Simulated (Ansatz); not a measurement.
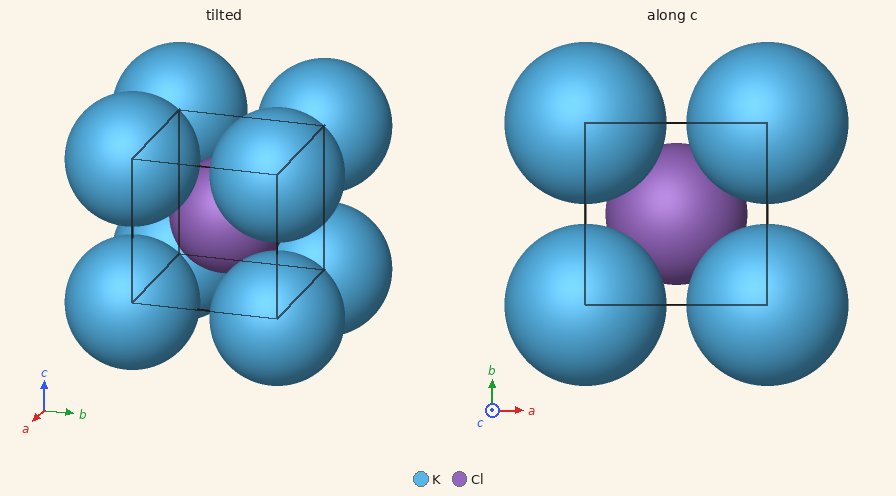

Structure drawing (space-filling), viewed slightly off an axis and along the c axis. The conventional unit cell is drawn as a box.

KCl, space group Pm-3m (No. 221), a = 3.77 Å, b = 3.77 Å, c = 3.77 Å, α = 90.00°, β = 90.00°, γ = 90.00°.

Results below were computed with DFT, PBE, plane waves, PAW (Ansatz 0.2.0); the settings were plane-wave cutoff 420 eV, Brillouin-zone sampling on a 6×6×6 mesh, no spin polarisation.

### Does it come out as a metal, or with a gap?

An insulator at this level, with a gap of 5.03 eV, indirect; the smallest direct gap is 5.24 eV.

### State the electronic part of the dielectric constant.

ε∞ averages 2.6.

The cell started as a structure type filled with these elements by a generator (whether the compound takes this form wasn't checked). Earlier steps of the study may have refined or changed the cell and positions. An electronic-structure calculation with Ansatz was run on it.
